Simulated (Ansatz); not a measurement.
In (I4/mmm, No. 139): coordinates from a relaxation at fixed volume with DFT r2SCAN, scalar-relativistic, plane waves, PAW in Ansatz.

Space group I4/mmm (No. 139). a = 3.257 Å, b = 3.257 Å, c = 5.100 Å, α = 90.00°, β = 90.00°, γ = 90.00°
```json
{"atom": "In", "site": "2a", "symmetry": "4/mmm", "x": "0.0000", "y": "0.0000", "z": "0.0000"}
```

What will a map of the projected electrostatic potential along [100] show? Computed as the sum of neutral-atom potentials (tabulated electron scattering factors, B = 0.8 Å²) projected along the beam and smoothed by 0.25 Å; brighter is more positive. The display is stretched by a gamma of 0.6; percentages refer to the linear signal.

Answer. The columns repeat on a centred rectangular net of 3.26 × 5.10 Å (plane group c2mm). All columns are alike (In). The shortest distance between visible columns is 3.03 Å in projection. Along the beam the structure repeats every 3.26 Å.

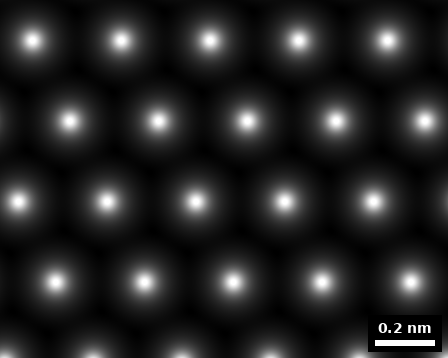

The simulated image.

What mean inner potential do neutral atoms give for this crystal?

Answer. About 18 V (the sum of the forward scattering factors over the cell volume; bonding usually lowers the true value).
